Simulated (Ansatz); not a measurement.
System: Rb.

The calculation's input:

```
crystal:
  lattice:
    - [4.9112511701, 0.0, 0.0]
    - [0.0, 4.6773802746, 0.0]
    - [0.0, 0.0, 15.6174258927]
  atoms:
    - { symbol: Rb, position: [0.2503903452, 0.25, 0.8813886927] }
    - { symbol: Rb, position: [0.2496096548, 0.75, 0.3813886927] }
    - { symbol: Rb, position: [0.7503903452, 0.25, 0.6186113073] }
    - { symbol: Rb, position: [0.7496096548, 0.75, 0.1186113073] }
basis:
  ecutwfc: 420
kpoints:
  mp_grid: { grid: [12, 12, 4] }
hamiltonian:
  xc: pbesol
scf:
  occupations: { method: gaussian, width: 0.1 }
output:
  forces: true
  stress: true
  eigenvalues: true
  write_density: true
  write_potential: true
  elf: true
  volumetric_format: npy
relax:
  adjacent_minimum: "off"
  f_tol: 0.008
  max_steps: 40
  cell: { stress_tol: 0.015, fix: [a, angles] }
```

Launched as:

```sh
ansatz run input.yaml --threads 1 --pin off --max-ram 2560MiB --backend cpu --events-out ev --progress --plain --runs-dir out
```

Below, planes, directions and counts refer to the conventional cell (a = 4.68 Å, b = 15.62 Å, c = 4.91 Å, α = 90.00°, β = 90.00°, γ = 90.00°).

Space group Cmcm; changed on purpose from its base cell (uniaxial strain along a, b, c and atoms relaxed: +1.5 %).

The calculation used DFT PBEsol, scalar-relativistic, plane waves, PAW (Ansatz 0.2.0).

**Predict the valence pseudo-density and electron localisation function between the atoms.**

Rb–Rb (4.68 Å): ρ at the midpoint is about 0.02 e/Å³; the ELF is about 0.10 at the midpoint (no shared electron pair shows on this line).
Rb–Rb (4.91 Å): ρ at the midpoint is about 0.01 e/Å³; the ELF is about 0.20 at the midpoint (no localised pair shows between them).

**Does the calculation give a band gap?**

It is gapless in this calculation (a metal or semimetal).

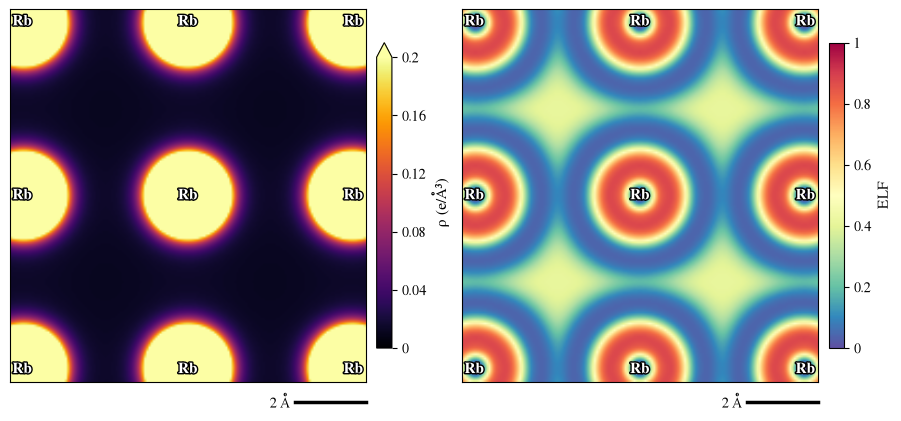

Computed valence pseudo-density and electron localisation function on the (010) plane of the conventional cell, in this order. 

In a PAW calculation such maps are meaningful between the atoms, not at the nuclei.
